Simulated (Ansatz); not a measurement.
PbS

Space group Fm-3m; the calculation finds a residual pressure of about 2 GPa at this fixed cell.

Input file:

```
crystal:
  lattice:
    - [0.0, 2.96575, 2.96575]
    - [2.96575, 0.0, 2.96575]
    - [2.96575, 2.96575, 0.0]
  atoms:
    - { symbol: Pb, position: [0.0, 0.0, 0.0] }
    - { symbol: S, position: [0.5, 0.5, 0.5] }
basis:
  ecutwfc: 420
  fft_grid_basis: typed
kpoints:
  mp_grid: { grid: [10, 10, 10] }
hamiltonian:
  xc: pbe
  pseudopotentials: { kind: paw }
scf:
  occupations: { method: gaussian, width: 0.05 }
output:
  forces: true
  stress: true
  eigenvalues: true
  bader: true
  write_density: true
  volumetric_format: npy
  elf: true
```

Launched as:

```sh
ansatz run input.yaml --threads 1 --pin off --max-ram 3072MiB --backend cpu --events-out ev --progress --plain --runs-dir out
```

The picture shows the conventional cell (a = 5.93 Å, b = 5.93 Å, c = 5.93 Å, α = 90.00°, β = 90.00°, γ = 90.00°).

All numbers below come from Ansatz 0.2.0, DFT PBE, scalar-relativistic, plane waves, PAW.

### What will a map of ρ − Σ ρ(atoms) show?

Pb–S (2.97 Å): Δρ is +0.02 e/Å³ at the midpoint.
- Over the whole cell, outside the masked cores, the largest gain, 0.05 e/Å³, lies 1.0 Å from a sulfur nucleus, and the largest loss, 0.03 e/Å³, lies 1.3 Å from a lead nucleus.
- In all about 0.21 e an atom is rearranged against the free atoms.
- Bader charges: Pb +1.00 and S −1.00 e.

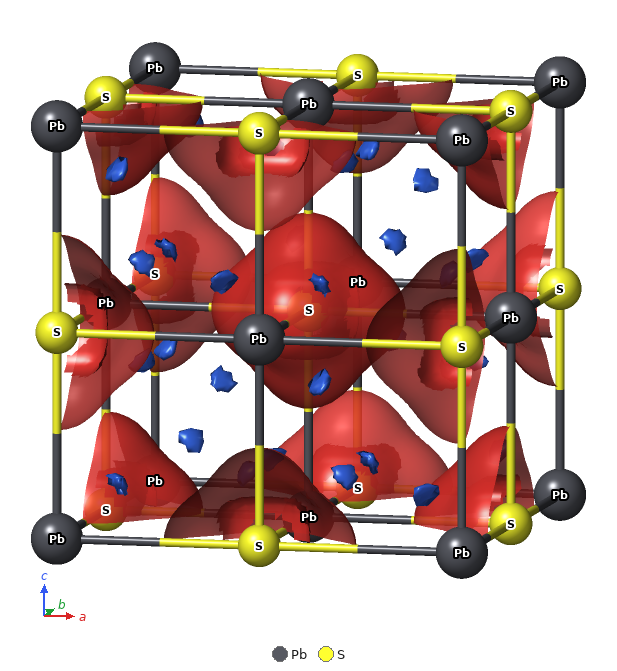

Computed deformation density: red surfaces at +0.03 and blue ones at −0.03 e/Å³, in the conventional cell seen slightly off an axis (the regions close to the nuclei are left out).

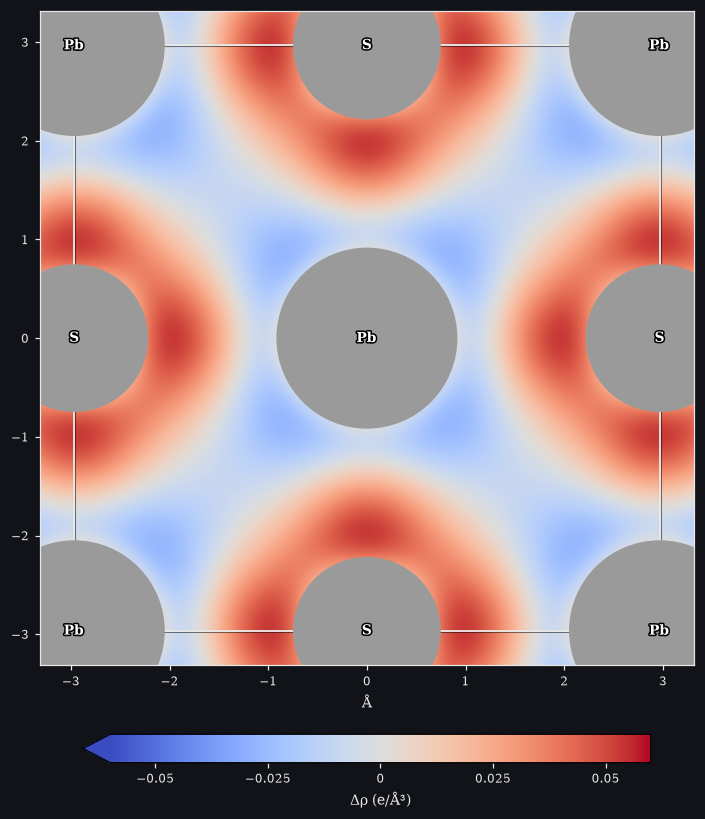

Computed deformation density: a map on the (010) plane of the conventional cell, with grey discs over the atomic cores.

Cores are masked to 0.9 Å (Pb) and 0.7 Å (S).

Core electrons are frozen (PAW), so the fields are smoothed inside the atomic spheres.

Run time: 8.1 s on 1 thread of Arm Neoverse V2 (shared host), peak memory 0.33 GiB.
